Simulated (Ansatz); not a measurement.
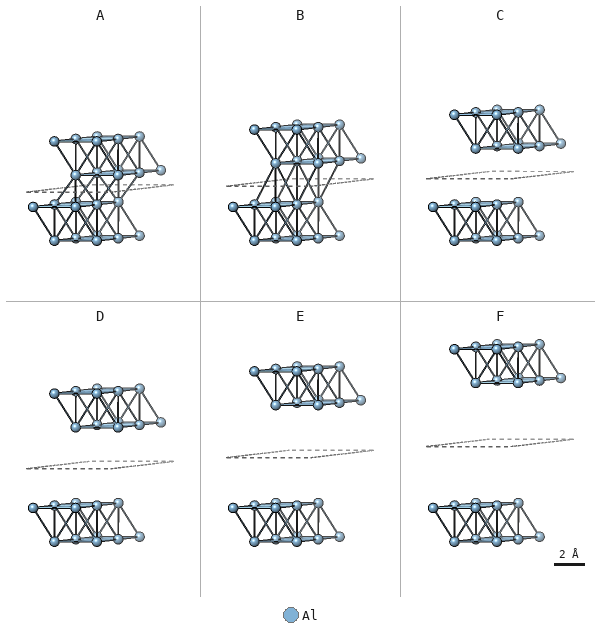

A scan of a crystal of Al (Fm-3m) along one coordinate. A ball-and-stick model of the layers on both sides of the dashed plane, seen from the side, nearly along that plane.

The calculation used DFT PBE, scalar-relativistic, plane waves, PAW (Ansatz 0.2.0). Settings: plane-wave cutoff 420 eV; k-point mesh 19 × 19 × 4; occupations gaussian; smearing width 0.15 eV; no spin polarisation. Energies (free energies at the smearing named) are counted from the cell as listed in its source, which wasn't relaxed.

**What is being scanned?**

The crystal is pulled apart rigidly along the normal of the (1 1 1) plane of the conventional cell, at a cut between a plane of Al below and one of Al above, 2.34 Å apart. In the frames the opening is −0.30 Å (A), 0.50 Å (B), 1.50 Å (C), 3.00 Å (D), 4.50 Å (E), 6.00 Å (F). One cut stands in each cell, which starts 14.0 Å high; nothing is relaxed, and the dashed outline marks the cut. Their energies are 0.323 J/m², 0.395 J/m², 1.281 J/m², 1.618 J/m², 1.645 J/m², 1.648 J/m².
